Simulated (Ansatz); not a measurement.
**Run report: SnTe, single-point calculation**

The run: single-point calculation of SnTe (Fm-3m, 2 atoms in the cell). Method and program: DFT r2SCAN + D3(BJ) with three-body term, scalar-relativistic, plane waves, PAW, no spin polarisation (Ansatz 0.2.0).

Figures and captions count atoms from 1; the log counts them from 0 in places.

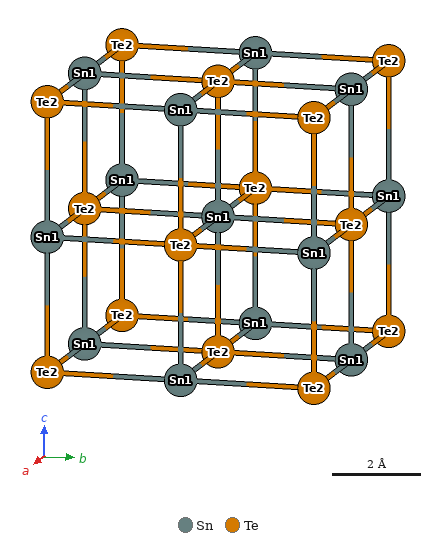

Figure 1. The structure as given in the input (ball-and-stick view of the cell 4 times as large as that of the calculation, set on its symmetry axes, seen slightly off an axis; atoms are numbered from 1 in the order of the input). An atom can appear more than once, as a periodic image. Near neighbours in the periodic cell (some may lie outside the picture): Sn has 6 Te at 3.16 Å; Te has 6 Sn at 3.16 Å.

Input file:
```yaml
crystal:
  lattice:
    - [0.0, 3.1565012282, 3.1565012282]
    - [3.1565012282, 0.0, 3.1565012282]
    - [3.1565012282, 3.1565012282, 0.0]
  atoms:
    - { symbol: Sn, position: [0.5, 0.5, 0.5] }
    - { symbol: Te, position: [0.0, 0.0, 0.0] }
basis:
  ecutwfc: 500
  ecutrho_ratio: 4
kpoints:
  mp_grid: { grid: [6, 6, 6] }
hamiltonian:
  xc: r2scan
  dispersion: d3bjatm
scf:
  occupations: { method: gaussian, width: 0.05 }
output:
  forces: true
  stress: true
  eigenvalues: true
```

Run as:
```bash
ansatz run input.yaml --threads 4 --pin off --max-ram 8192MiB --backend cpu --events-out ev --progress --plain --runs-dir out
```

The program's output:
```
Engine: ansatz 0.2.0, aarch64-unknown-linux-gnu
Pseudopotentials: kind: paw
Pseudopotential: Sn, paw, valence charge 14, recommended cutoff 500 eV (meta_gga), Sn.paw.azcp
Pseudopotential: Te, paw, valence charge 16, recommended cutoff 500 eV (meta_gga), Te.paw.azcp
Functional definition: r2SCAN
  parameter k0 = 0.174
  parameter k1 = 0.065
  parameter a1 = 4.9479
  exchange = r2scan_x(k0 = k0, k1 = k1, a1 = a1)
  correlation = r2scan_c
Crystal: 2 atoms, lattice volume = 62.900 Å³
Basis set: ecut = 500 eV, 1639 PW (Γ), exchange–correlation on 144×144×144 points (64 copies of the dense FFT grid, shifted against one another)
Bands: 19, of which v1, the nominal top of the filled ones, is band 15 counted from 1 (14 counted from 0)
Symmetry: 48 space group operations
Space group: Fm-3m (ITA 225), of the structure as read, at distance tolerance 4.0e-5 Å
k-points: 16 of 216
Non-local potential: Sn, projectors of the file, l = 0: 2, l = 1: 2, l = 2: 2, l = 3: 2
Non-local potential: Te, projectors of the file, l = 0: 2, l = 1: 2, l = 2: 2, l = 3: 2
PAW form: soft (Blöchl's): semilocal exchange-correlation on the pseudo side does not see the compensation charge
PAW frozen core: Sn, regenerated for the run's functional (the file was generated under x = pbe(κ = 0.804, μ = 0.2195149727645171), c = pbe(β = 0.06672455060314922))
PAW frozen core: Te, regenerated for the run's functional (the file was generated under x = pbe(κ = 0.804, μ = 0.2195149727645171), c = pbe(β = 0.06672455060314922))
PAW one-centre angular grid: Sn, 590 points (default); XC on 249 of its mesh's 2787 points in the sphere
PAW one-centre angular grid: Te, 590 points (default); XC on 160 Gauss nodes
Initial density: superposition of atomic densities (neutral atoms: chi_scale 0, normalization atom), corrected by the library's trained network
Initial wavefunctions: pseudopotential atomic-orbital guess
Functional: x = r2scan, c = r2scan; τ floored in thin density (d = 2e-4 eV/Å³)
SCF iter   1: F=—  HF=-13034.298960 eV  |F-HF|=—  |Δ(HF+E_count)|=         —  Δρ=3.43e-3  dr2=5.23e-3  dr2_τ=5.85e-4  ethr=1.77e-3  ⟨swp⟩=6.5  Hψ=1624  notcnv=0
preconditioner: auto → Kerker (q_TF=auto, 2.412 Å⁻¹)  [metal: Δε(μ)=0.018 eV  Ē_g=9.155 eV  σ=0.050 eV  W_gap=0.20  n_scr=14 (ndim 8)  ℏωp=14.8 eV  f_vac=0.009  D(μ)=0.81/eV (n_scr^D=0)]
SCF iter   2: F=—  HF=-13034.309042 eV  |F-HF|=—  |Δ(HF+E_count)|=   1.01e-2  Δρ=1.92e-3  dr2=2.88e-3  dr2_τ=2.67e-5  ethr=1.74e-5  ⟨swp⟩=2.0  Hψ=656  notcnv=0
SCF iter   3: F=—  HF=-13034.308992 eV  |F-HF|=—  |Δ(HF+E_count)|=   5.03e-5  Δρ=6.11e-4  dr2=3.04e-4  dr2_τ=7.65e-6  ethr=9.61e-6  ⟨swp⟩=2.4  Hψ=387  notcnv=0
SCF iter   4: F=—  HF=-13034.308995 eV  |F-HF|=—  |Δ(HF+E_count)|=   2.50e-6  Δρ=1.39e-4  dr2=7.59e-6  dr2_τ=2.94e-7  ethr=1.01e-6  ⟨swp⟩=3.0  Hψ=472  notcnv=0
SCF iter   5: F=—  HF=-13034.309004 eV  |F-HF|=—  |Δ(HF+E_count)|=   8.92e-6  Δρ=4.69e-5  dr2=9.93e-7  dr2_τ=2.10e-8  ethr=2.53e-8  ⟨swp⟩=2.1  Hψ=392  notcnv=0
SCF iter   6: F=-13034.309005 eV  HF=-13034.309005 eV  |F-HF|=2.25e-9  |Δ(HF+E_count)|=   1.18e-6  Δρ=8.58e-6  dr2=4.38e-8  dr2_τ=1.04e-9  ethr=3.33e-10  ⟨swp⟩=4.0  Hψ=1500  notcnv=0
SCF 1 converged in 6 iterations: F = -13034.309005 eV  dr2 = 4.38e-8
  greatest PAW one-centre occupation: 0.997 electrons in one spin orbital (limit 2), on the Te atom at site 1 (counted from 0), in its partial waves of l = 2
SCF converged after 6 iterations
Free energy (F): -13034.309005 eV
Harris-Foulkes:  -13034.309005 eV  (|F-HF|=2.25e-9)
Internal energy: -13034.308179 eV  (E = F + TS)
E sigma→0 (E₀):  -13034.308592 eV
Entropy (-TS):   -0.000826 eV (-0.413 meV/atom)
Fermi energy:    9.762681 eV
--- Per-component energies (eV) ---
  E_band       = -377.146108
  E_kinetic    = 365.549608
  E_local      = -2161.344088  (includes V_loc(G=0)·N_el)
  E_nonlocal   = -343.632604
  E_hartree    = 1357.841469
  E_xc         = -490.998636
  E_vxc        = -217.188295  (∫ρ·V_xc dr)
  E_paw        = -8842.155545  (= ΣΔE_a)
  E_vpaw       = -749.603492  (= ΣTr[D̂ρ^β])
  E_aug_tail   = -0.000037  (compensation charges beyond the density's cutoff)
  E_vtau       = 13.387320  (kinetic-family band-sum trace: ∫τ·v_τ [+ j·A + Jᵃ·Aᵃ] dr)
  E_ewald      = -2920.252886
  E_disp       = -0.335635  (pairwise vdW)
  E_core_change = 1.020175  (= ΣΔE_core)
  E_smearing   = -0.000826  (= −TS)
  E_closure    = -0.000000  (closes the sum)
  Σ components = -13034.309005   (vs F -13034.309005, Δ=0.00e0)
--- Forces (eV/Å), atoms counted from 1 ---
  atom   1  Sn     0.00000000    -0.00000000     0.00000000
  atom   2  Te    -0.00000000     0.00000000     0.00000000
  max |Σ_I F_I| component: 2.58e-29 eV/Å
--- Stress (GPa, compression-positive) ---
        0.652653       0.000000       0.000000
        0.000000       0.652653      -0.000000
        0.000000       0.000000       0.652653
  P = ⅓ Tr σ = 0.6527 GPa (6.527 kbar)
--- Band table (eV; the first three rows and the last of 16) ---
  k-point 0: bands = ["-28.4291", "-28.4291", "-28.4228", "-28.4228", "-28.4228", "-13.1662", "-13.1662", "-13.1616", "-13.1616", "-13.1616", "-3.7946", "4.9079", "7.1912", "7.1912", "7.1912", "13.0865", "13.0865", "13.0865", "14.6588"]
  k-point 1: bands = ["-28.4290", "-28.4290", "-28.4227", "-28.4226", "-28.4226", "-13.1677", "-13.1677", "-13.1612", "-13.1600", "-13.1600", "-3.5517", "3.6165", "7.2421", "7.2421", "8.1121", "11.9781", "11.9781", "12.1061", "14.6680"]
  k-point 2: bands = ["-28.4289", "-28.4289", "-28.4225", "-28.4223", "-28.4223", "-13.1714", "-13.1714", "-13.1605", "-13.1565", "-13.1565", "-2.9185", "1.7994", "7.4130", "7.4130", "9.0404", "10.5607", "10.5607", "10.7492", "15.8327"]
  k-point 15: bands = ["-28.4293", "-28.4285", "-28.4228", "-28.4219", "-28.4214", "-13.1825", "-13.1655", "-13.1619", "-13.1546", "-13.1509", "-2.0538", "2.1058", "4.0779", "4.9653", "7.5422", "11.8006", "13.3008", "15.2495", "15.5027"]
```

Summary:

| quantity | value |
| --- | --- |
| outcome | converged |
| space group (tolerance 0.01 Å) | Fm-3m (225) |
| electrons treated | 30 |
| free energy | −13034.3090 eV |
| dispersion energy | −0.3356 eV |
| Fermi energy | 9.763 eV |
| gap on the k-point mesh | 0.05 eV |
| pressure | 0.65 GPa |
| largest force (length of the vector) | under 0.001 eV/Å |
| hardware | 4 threads of Arm Neoverse V2, 24 GiB of memory available, shared host |
| wall time | 1.1 s (CPU time 3.9 s) |
| peak memory | 0.53 GiB |
